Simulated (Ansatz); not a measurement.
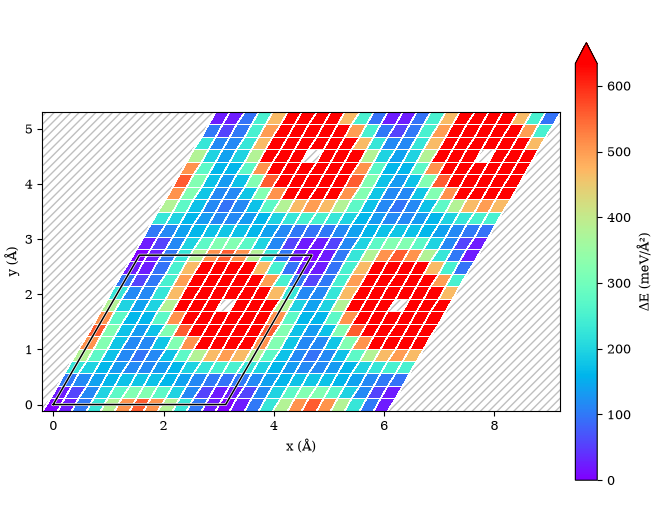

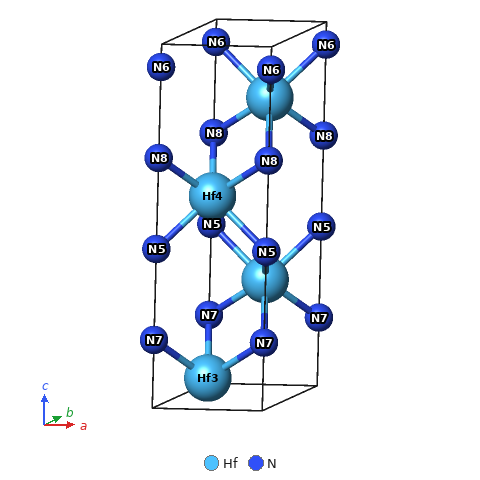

Energy landscape of HfN (P6_3/mmc, No. 194; 8 atoms in the cell). Gamma surface: rigid slide across a plane, one fault a cell; the plane is (0 0 1) of the conventional cell, and the faces at the cut hold N and Hf. Places are given modulo a cell vector. The map is drawn in real space over the plane of the slide. Nothing is relaxed (rigid halves, spacing across the cut fixed). The scan uses a 12 × 12 grid; 30 points were computed and 113 follow by symmetry. At 1 point there is no value (left out of the scan, as a rule where atoms come close). Energies are in meV/Å², from the lowest grid point. The cutoff or the k-mesh is coarse on purpose, so the values aren't converged. Method: DFT PBEsol, scalar-relativistic, plane waves, PAW (Ansatz). Settings: cutoff 280 eV, k-mesh 14×14×4 in the order of the run's cell vectors, gaussian smearing 0.15 eV, no spin polarisation.

In the figure: one coloured cell a grid point, the outline of one cell of the 2 × 2 shown, one colour for all values above the top of the scale, hatched blanks where no value was computed. The second picture is the structure at the lowest point

Describe this landscape.

Answer. The lowest grid point is at (0/12, 0/12) of the cell vectors. The highest grid point, (7/12, 8/12) of the cell vectors, lies 1474 meV/Å² above the lowest.

Each point was launched as `ansatz run input.yaml --threads 4 --pin off --max-ram 8192MiB --backend cpu --events-out ev --progress --plain --runs-dir out`. The whole map (30 points run) took 18 min on 4 threads of Arm Neoverse V2, on a shared host.
